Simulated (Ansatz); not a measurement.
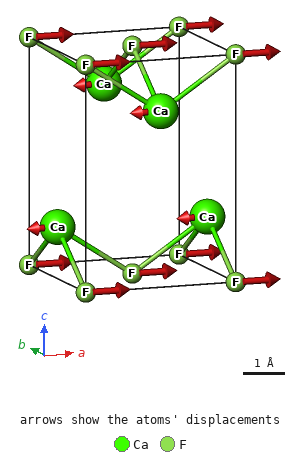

Phonons of a crystal of CaF (a generated structure), space group P4/nmm (No. 129), at the zone centre. The optical levels lie at 153 (×2), 182, 232 (×2), 239, 252, 310 (×2) cm⁻¹. One mode is drawn. Displacements are drawn as red arrows; their common scale and sign are arbitrary. The picture is a ball-and-stick view of the cell of the calculation, seen slightly off an axis.

Method: Ansatz, DFT PBE, scalar-relativistic, plane waves, PAW. (plane-wave cutoff 420 eV; k-point mesh 12 × 12 × 8; occupations fermi dirac; smearing width 0.15 eV; no spin polarisation)

The frequencies depend somewhat on the k-mesh and the smearing.

Question: To which level does it belong?

Answer: The level at 232 cm⁻¹. This is the E_u mode (doubly degenerate; one member of the set is drawn), optical level 3 of 6, counted from below, infrared-active by symmetry. The F sublattice moves against the Ca sublattice, along a; it stretches the shortest Ca–F bonds (2.36 Å); the kinetic energy is shared as F 68 %, Ca 32 %. The crystal is a metal, so free carriers screen the infrared response.
